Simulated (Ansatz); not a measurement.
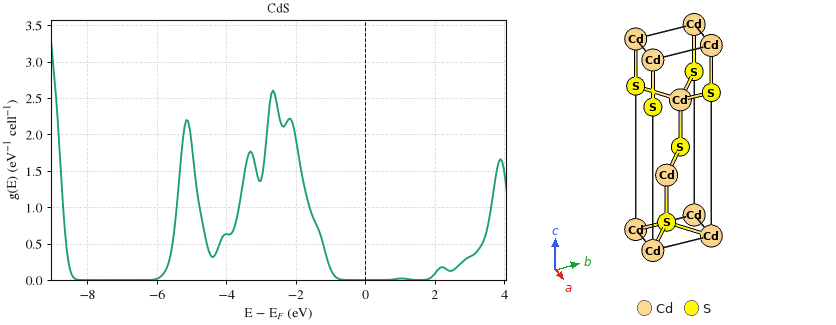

Density of states, beside the structure. Energies are counted from the Fermi level, put mid-gap where there is a gap. The curve is built from the levels of the k mesh with Gaussians 0.4 eV wide, which also blur the band edges.

The material is CdS, space group R3m, 2 atoms in the cell, zincblende type, epitaxial (111) strain −1.0%.

Level of theory: DFT, HSE06, plane waves, PAW, no spin polarisation, 6×6×6 k mesh; code Ansatz 0.2.0.

Question: Metal or insulator, going by the density of states?

Answer: There is a gap; over the k points computed it is 2.10 eV (direct among those points).

Question: How wide is the upper valence band?

Answer: The upper group of valence states starts about 4.7 eV under the valence-band top (which lies at −1.1 eV on this axis), with a gap beneath it; it holds about 6 electrons a cell.
